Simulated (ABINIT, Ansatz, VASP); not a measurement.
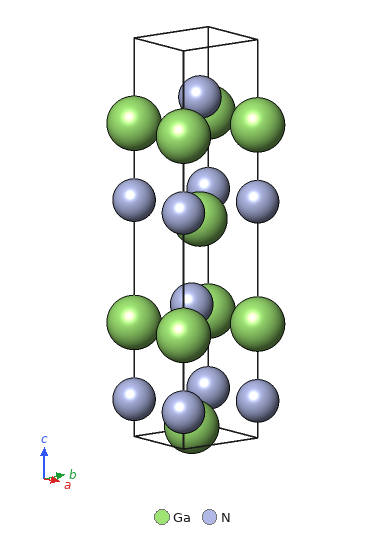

GaN, space group P6₃mc (No. 186), a = 3.212 Å, b = 3.212 Å, c = 10.357 Å, α = 90.00°, β = 90.00°, γ = 120.00°. The structure above is drawn in spheres-only style and viewed slightly off an axis. Atoms at the boundary of the conventional unit cell (the box) are drawn once for each face, edge or corner they touch. The cell is a structure listed in the Materials Project.

One fixed geometry in three programs or potential sets. Alike in all runs: functional PBE; k mesh 10 × 10 × 3 on the run's cell of 8 atoms; occupations fermi-dirac, width 0.05 eV; no spin polarisation; no spin-orbit coupling.

```tsv
program	gap (eV)	pressure (GPa)
Ansatz (Ansatz PAW)	?	?
VASP (PBE potentials, release 64 Ga_d, N)	0.82	-0.1
ABINIT (JTH PAW PBE v2.0)	0.81	0.3
```

> What does Ansatz (Ansatz PAW) give?

A gap of 0.81 eV and a pressure of -0.1 GPa. The other rows span 0.81 to 0.82 eV and -0.1 to 0.3 GPa.

Gaps are the least found on the k-mesh, which misses some points of high symmetry; where the band edges lie there, the true gap is smaller, at times by an eV. Plane-wave pressures hold the error of each finite cutoff.

Notes on single rows: Ansatz (Ansatz PAW): the pressure holds a Pulay correction of +0.5 GPa for the finite cutoff.

Caveat: semilocal functionals give gaps below the measured ones.
